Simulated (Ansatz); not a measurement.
Ni, as given below.

```cif
data_structure
_symmetry_space_group_name_H-M 'P 1'
_symmetry_Int_Tables_number 1
_cell_length_a 5.0182
_cell_length_b 5.0182
_cell_length_c 5.0182
_cell_angle_alpha 90.000
_cell_angle_beta 90.000
_cell_angle_gamma 90.000
_cell_volume 126.37
loop_
_atom_site_label
_atom_site_type_symbol
_atom_site_fract_x
_atom_site_fract_y
_atom_site_fract_z
_atom_site_occupancy
Ni1 Ni 0.75000 0.75000 0.75000 1
Ni2 Ni 0.00000 0.50000 0.00000 1
Ni3 Ni 0.75000 0.25000 0.25000 1
Ni4 Ni 0.00000 0.00000 0.50000 1
Ni5 Ni 0.25000 0.75000 0.25000 1
Ni6 Ni 0.50000 0.50000 0.50000 1
Ni7 Ni 0.25000 0.25000 0.75000 1
Ni8 Ni 0.50000 0.00000 0.00000 1
```

It is based on the geometry relaxed with DFT, m-r2SCAN, plane waves (500 eV) with PAW, scalar-relativistic in Ansatz 0.2.0; the starting structure was generated, so it need not be a known form of this composition.

Q: Where will the first 5 clear peaks of its neutron PDF lie (peak width σ = 0.08 Å), and from which pairs do they come?

A: 1. 2.17 Å: Ni–Ni at 2.17 Å
2. 3.55 Å: Ni–Ni at 3.55 Å
3. 4.16 Å: Ni–Ni at 4.16 Å
4. 5.02 Å: Ni–Ni at 5.02 Å
5. 5.47 Å: Ni–Ni at 5.47 Å

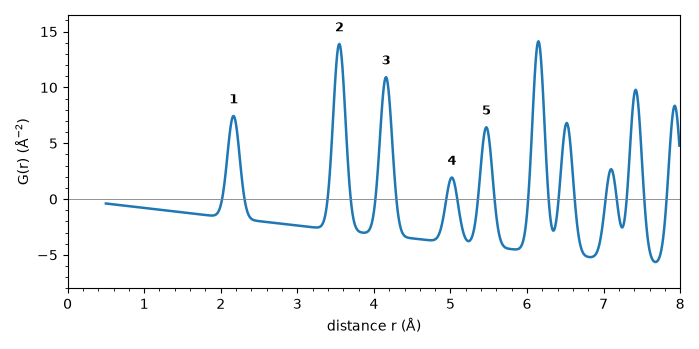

Computed neutron G(r), with each pair weighted by the product of the tabulated coherent neutron scattering lengths (natural isotope mix where the element has one) and a uniform peak width σ = 0.08 Å, damped by exp(−(Q_damp r)²/2) with Q_damp = 0.040 Å⁻¹.
